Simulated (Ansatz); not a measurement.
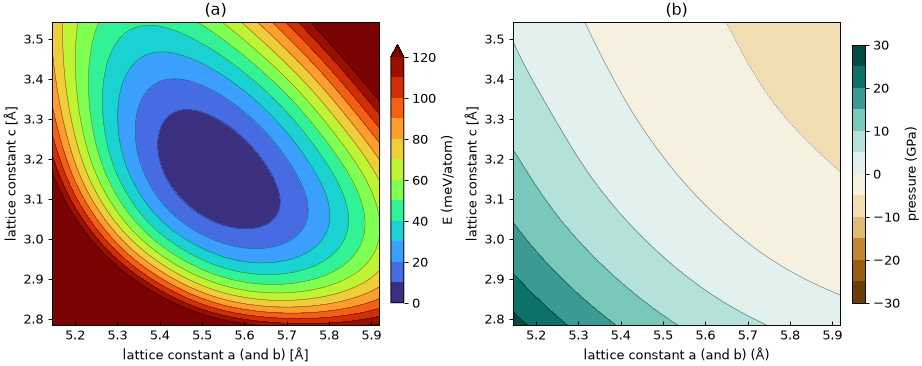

GaSb (I-4m2, No. 119; 2 atoms in the cell). The energy is mapped over the lattice constants a and c of the conventional cell. The first coordinate is: lattice constant a (and b); the second: lattice constant c. Nothing is relaxed (symmetry fixes all fractional coordinates). The scan uses a 7 × 7 grid. Points are written as (first, second). Energies are in meV/atom, from the lowest grid point. The calculation used DFT PBE, scalar-relativistic, plane waves, PAW in Ansatz. Settings: cutoff 420 eV, k-mesh 16×16×16, gaussian smearing 0.15 eV, no spin polarisation.

Panel (a) is the energy; panel (b) is the computed pressure, in GPa.

The picture shows filled contours, one colour for all values above the top of the scale. Between grid points the surface is interpolated.

**How does the pressure vary over the map, and what is it at the lowest grid point?**

It runs from −6.9 GPa at (5.919 Å, 3.542 Å) to 27.1 GPa at (5.145 Å, 2.783 Å). At the lowest grid point, (5.532 Å, 3.162 Å), it is 0.0 GPa.

```csv
"lattice constant c ↓, lattice constant a (and b) →",5.145,5.274,5.403,5.532,5.661,5.790,5.919
3.542,4.4,0.9,−1.7,−3.7,−5.1,−6.2,−6.9
3.415,6.2,2.4,−0.6,−2.8,−4.5,−5.7,−6.5
3.289,8.5,4.3,0.9,−1.6,−3.5,−4.9,−5.9
3.162,11.5,6.6,2.9,0.0,−2.2,−3.8,−5.0
3.036,15.2,9.7,5.5,2.3,−0.2,−2.1,−3.5
2.909,20.2,14.1,9.3,5.5,2.6,0.4,−1.2
2.783,27.1,20.0,14.5,10.1,6.8,4.2,2.3
```

PAW datasets: the set soft_1.
